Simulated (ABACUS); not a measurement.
# Run report: W, band-structure run (part 1 of 2)

The run: band-structure run of W (Im-3m, 1 atom in the cell). Method and program: Kohn-Sham DFT of a periodic cell, LDA-PW92, PseudoDojo NC SR 0.4.1 LDA stringent, no spin polarisation (ABACUS 3.10.1).

The structure derives from an entry of the Crystallography Open Database.

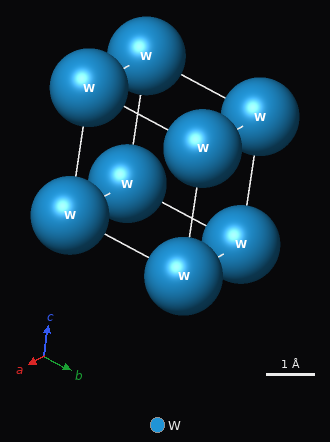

*The structure (spheres-only view of the cell of the calculation, seen slightly off an axis).*

Key numbers:

| quantity | value |
| --- | --- |
| outcome | converged |
| space group (tolerance 0.01 Å) | Im-3m (229) |
| electrons treated | 28 |
| free energy | −9298.3901 eV |
| Fermi energy of the self-consistent step | 28.345 eV |
| gap on the k-point mesh | none (metallic) |
| pressure | −8.44 GPa |
| largest force (length of the vector) | under 0.001 eV/Å |
| hardware | 4 threads of Intel Xeon @ 2.50GHz (Skylake/Cascade Lake), 16 GiB of memory available, shared host |
| wall time | 18 s (CPU time 73 s) |
| peak memory | 0.36 GiB |

Notes:

Spin–orbit coupling is left out, which matters for W. The cell is under a tension of 8.4 GPa at this level, so it is not at its equilibrium volume.

Input:
```
INPUT_PARAMETERS
suffix              W
calculation         scf
basis_type          pw
pseudo_dir          ./
symmetry            1
dft_functional      LDA_X+LDA_C_PW
ecutwfc             124
pseudo_rcut         10
nspin               1
nbands              24
ks_solver           dav
smearing_method     fd
smearing_sigma      0.00367493
scf_thr             1e-08
scf_nmax            100
mixing_type         broyden
mixing_beta         0.7
cal_force           1
cal_stress          1
out_chg             1
kpar                4
```

File STRU:
```
ATOMIC_SPECIES
W 183.8400 W.upf

LATTICE_CONSTANT
1.8897261246

LATTICE_VECTORS
-1.5823450000 1.5823450000 1.5823450000
1.5823450000 -1.5823450000 1.5823450000
1.5823450000 1.5823450000 -1.5823450000

ATOMIC_POSITIONS
Direct

W
0.0
1
0.0000000000 0.0000000000 0.0000000000 1 1 1
```

File KPT:
```
K_POINTS
0
Gamma
10 10 10 0 0 0
```

Run as:
```bash
OMP_NUM_THREADS=1 mpirun -np 4 abacus > log
```

What the program printed:
```
ABACUS v3.10.1

               Atomic-orbital Based Ab-initio Computation at UStc

 ------------------------------------------------------------------------------------

 READING GENERAL INFORMATION
                           global_out_dir = OUT.W/
                           global_in_card = INPUT
                               pseudo_dir = ./
                              orbital_dir =
                                    DSIZE = 4
                                    GSIZE = 1

 READING UNITCELL INFORMATION
                                    ntype = 1
                  lattice constant (Bohr) = 1.88973
              lattice constant (Angstrom) = 1

 READING ATOM TYPE 1
                               atom label = W
                      L=0, number of zeta = 1
                      L=1, number of zeta = 1
                      L=2, number of zeta = 1
             number of atom for this type = 1

                        TOTAL ATOM NUMBER = 1
DIRECT COORDINATES
    atom                   x                   y                   z     mag                  vx                  vy                  vz
taud_W1            0.0000000000        0.0000000000        0.0000000000  0.0000        0.0000000000        0.0000000000        0.0000000000

                          Volume (Bohr^3) = 106.945
                             Volume (A^3) = 15.8476

 Lattice vectors: (Cartesian coordinate: in unit of a_0)
             -1.58234            +1.58234            +1.58234
             +1.58234            -1.58234            +1.58234
             +1.58234            +1.58234            -1.58234
 Reciprocal vectors: (Cartesian coordinate: in unit of 2 pi/a_0)
                   +0           +0.315987           +0.315987
            +0.315987                  +0           +0.315987
            +0.315987           +0.315987                  +0
 The esolver type has been set to : ksdft_pw

                PAO radial cut off (Bohr) = 10

 Read in pseudopotential file is W.upf
                     pseudopotential type = NC
          exchange-correlation functional = SLAPWNOGXNOGC
                 nonlocal core correction = 1
                        valence electrons = 28
                                     lmax = 3
                           number of zeta = 5
                     number of projectors = 8
                           L of projector = 0
                           L of projector = 0
                           L of projector = 1
                           L of projector = 1
                           L of projector = 2
                           L of projector = 2
                           L of projector = 3
                           L of projector = 3
 XC functional updated to : LDA_X+LDA_C_PW
          exchange-correlation functional = LDA_X+LDA_C_PW
     initial pseudo atomic orbital number = 17

 SETUP THE ELECTRONS NUMBER
             electron number of element W = 28
       total electron number of element W = 28
            AUTOSET number of electrons:  = 28
                           occupied bands = 14
                                   NBANDS = 24
                                   NLOCAL = 9

%%%%%%%%%%%%%%%%%%%%%%%%%%%%%%%%%%%%%%%%%%%%%%%%%%%%%%%%%%%%%%%%%%%%%%%%%%%%%%%%%%%%%%%%%%%%%%%%%%%%%%%%%%
 Warning: the number of valence electrons in pseudopotential > 6 for W: [Xe] 4f14 5d4 6s2
 Pseudopotentials with additional electrons can yield (more) accurate outcomes, but may be less efficient.
 If you're confident that your chosen pseudopotential is appropriate, you can safely ignore this warning.
%%%%%%%%%%%%%%%%%%%%%%%%%%%%%%%%%%%%%%%%%%%%%%%%%%%%%%%%%%%%%%%%%%%%%%%%%%%%%%%%%%%%%%%%%%%%%%%%%%%%%%%%%%

 SETUP THE PLANE WAVE BASIS
 energy cutoff for charge/potential (unit:Ry) = 496
            fft grid for charge/potential = [ 40, 40, 40 ]
                        fft grid division = [ 1, 1, 1 ]
        big fft grid for charge/potential = [ 40, 40, 40 ]
                                     nbxx = 64000
                                     nrxx = 64000

 SETUP PLANE WAVES FOR CHARGE/POTENTIAL
                    number of plane waves = 19861
                         number of sticks = 1001

 PARALLEL PW FOR CHARGE/POTENTIAL
     PROC   COLUMNS(POT)             PW
        1           1001          19861
 --------------- sum -------------------
        1           1001          19861
                            number of |g| = 207
                                  max |g| = 44.532
                                  min |g| = 0

----------- Double Check Mixing Parameters Begin ------------
mixing_type: broyden
mixing_beta: 0.7
mixing_gg0: 1
mixing_gg0_min: 0.1
mixing_ndim: 8
----------- Double Check Mixing Parameters End ------------

 LATTICE VECTORS: (CARTESIAN COORDINATE: IN UNIT OF A0)
             -1.58234            +1.58234            +1.58234
             +1.58234            -1.58234            +1.58234
             +1.58234            +1.58234            -1.58234
                       right hand lattice = 1
                                   NORM_A = 2.7407
                                   NORM_B = 2.7407
                                   NORM_C = 2.7407
                           ALPHA (DEGREE) = 109.471
                           BETA  (DEGREE) = 109.471
                           GAMMA (DEGREE) = 109.471

 The lattice vectors have been changed (STRU_SIMPLE.cif)

(for optimal symmetric configuration:)
                             BRAVAIS TYPE = 2
                     BRAVAIS LATTICE NAME = 02. Cubic I (body-centered)
                                    ibrav = 2
                                    IBRAV = 2
                                  BRAVAIS = BODY CENTERED CUBIC
                       LATTICE CONSTANT A = 3.16469
Original cell was already a primitive cell.
                        ROTATION MATRICES = 48
              PURE POINT GROUP OPERATIONS = 48
                   SPACE GROUP OPERATIONS = 48
                              POINT GROUP = O_h
               POINT GROUP IN SPACE GROUP = O_h

 SETUP K-POINTS
                                    nspin = 1
                   Input type of k points = Monkhorst-Pack(Gamma)
                                   nkstot = 1000
                       right hand lattice = 1
(for reciprocal lattice: )
                             BRAVAIS TYPE = 3
                     BRAVAIS LATTICE NAME = 03. Cubic F (face-centered)
                                    ibrav = 3
                       right hand lattice = 1
(for k-lattice: )
                             BRAVAIS TYPE = 3
                     BRAVAIS LATTICE NAME = 03. Cubic F (face-centered)
                                    ibrav = 3
                       right hand lattice = 1
                        ROTATION MATRICES = 48
                               nkstot_ibz = 47
K-POINTS REDUCTION ACCORDING TO SYMMETRY
     IBZ    DIRECT_X    DIRECT_Y    DIRECT_Z  WEIGHT  ibz2bz
       1  0.00000000  0.00000000  0.00000000  0.0010       0
       2 -0.10000000  0.10000000  0.00000000  0.0120       1
       3 -0.20000000  0.20000000  0.00000000  0.0120       2
       4 -0.30000000  0.30000000  0.00000000  0.0120       3
       5 -0.40000000  0.40000000  0.00000000  0.0120       4
       6  0.50000000  0.50000000  0.00000000  0.0060       5
       7  0.10000000  0.10000000 -0.20000000  0.0240      11
       8 -0.10000000 -0.20000000  0.30000000  0.0480      12
       9 -0.40000000  0.30000000  0.10000000  0.0480      13
      10  0.50000000  0.40000000  0.10000000  0.0480      14
      11 -0.20000000 -0.20000000  0.40000000  0.0240      22
      12  0.50000000  0.30000000  0.20000000  0.0480      23
      13  0.40000000  0.40000000  0.20000000  0.0240      24
      14  0.40000000  0.30000000  0.30000000  0.0240      33
      15 -0.10000000 -0.10000000  0.30000000  0.0080     111
      16 -0.10000000 -0.20000000  0.40000000  0.0240     112
      17  0.50000000  0.30000000  0.10000000  0.0240     113
      18  0.40000000  0.40000000  0.10000000  0.0120     114
      19 -0.10000000  0.10000000  0.10000000  0.0060     119
      20  0.50000000  0.20000000  0.20000000  0.0240     122
      21  0.40000000  0.30000000  0.20000000  0.0480     123
      22 -0.20000000  0.20000000  0.10000000  0.0240     128
      23  0.30000000  0.30000000  0.30000000  0.0080     133
      24 -0.30000000  0.30000000  0.10000000  0.0240     137
      25 -0.30000000  0.20000000  0.20000000  0.0240     138
      26 -0.40000000  0.40000000  0.10000000  0.0240     146
      27 -0.40000000  0.30000000  0.20000000  0.0480     147
      28  0.50000000  0.50000000  0.10000000  0.0120     155
      29  0.50000000  0.40000000  0.20000000  0.0480     156
      30  0.50000000  0.30000000  0.30000000  0.0240     157
[... 17 further k points ...]

                               nkstot now = 47
[... K-POINTS DIRECT COORDINATES: 47 rows ...]

           k-point number in this process = 12
       minimum distributed K point number = 11
[... stars of the k points ...]

[... K-POINTS CARTESIAN COORDINATES: 12 rows ...]

[... K-POINTS DIRECT COORDINATES: 12 rows ...]

 SETUP PLANE WAVES FOR WAVE FUNCTIONS
     energy cutoff for wavefunc (unit:Ry) = 124
              fft grid for wave functions = [ 40, 40, 40 ]
                    number of plane waves = 3463
                         number of sticks = 311

 PARALLEL PW FOR WAVE FUNCTIONS
     PROC   COLUMNS(POT)             PW
        1            311           3463
 --------------- sum -------------------
        1            311           3463

 SETUP NONLOCAL PSEUDOPOTENTIALS IN PLANE WAVE BASIS
 W non-local projectors:
 projector 1 L=0
 projector 2 L=0
 projector 3 L=1
 projector 4 L=1
 projector 5 L=2
 projector 6 L=2
 projector 7 L=3
 projector 8 L=3
      TOTAL NUMBER OF NONLOCAL PROJECTORS = 32

 Init Non-Local PseudoPotential table :
 Init Non-Local-Pseudopotential done.

                                     npwx = 2500

 Make real space PAO into reciprocal space.
       max mesh points in Pseudopotential = 1001
     dq(describe PAO in reciprocal space) = 0.01
                                    max q = 1341

 number of pseudo atomic orbitals for W is 5
WARNING: norm of atomic wavefunction # 4 of atomic type W is 0.999985, renormalized
WARNING: norm of atomic wavefunction # 5 of atomic type W is 0.999926, renormalized

 -------------------------------------------
 SELF-CONSISTENT
 -------------------------------------------
                                 init_chg = atomic

 PW ALGORITHM --------------- ION=   1  ELEC=   1--------------------------------
 Notice: Threshold on eigenvalues was too large.
 hsover_error=0.28 > DRHO=0.0397676
 Origin diag ethr = 0.01
 New diag ethr = 0.000142027

 Density error is 0.0401914795207
                          Error Threshold = 0.000142027125781
----------------------------------------------------------
     Energy           Rydberg                 eV
----------------------------------------------------------
 E_KohnSham     -683.4106055863      -9298.2783096041
 E_Harris       -687.5589876863      -9354.7199436457
 E_Fermi        2.1168717074         28.8015171559
----------------------------------------------------------

 PW ALGORITHM --------------- ION=   1  ELEC=   2--------------------------------

 Density error is 0.00165599273257
                          Error Threshold = 0.000143540998288
----------------------------------------------------------
     Energy           Rydberg                 eV
```
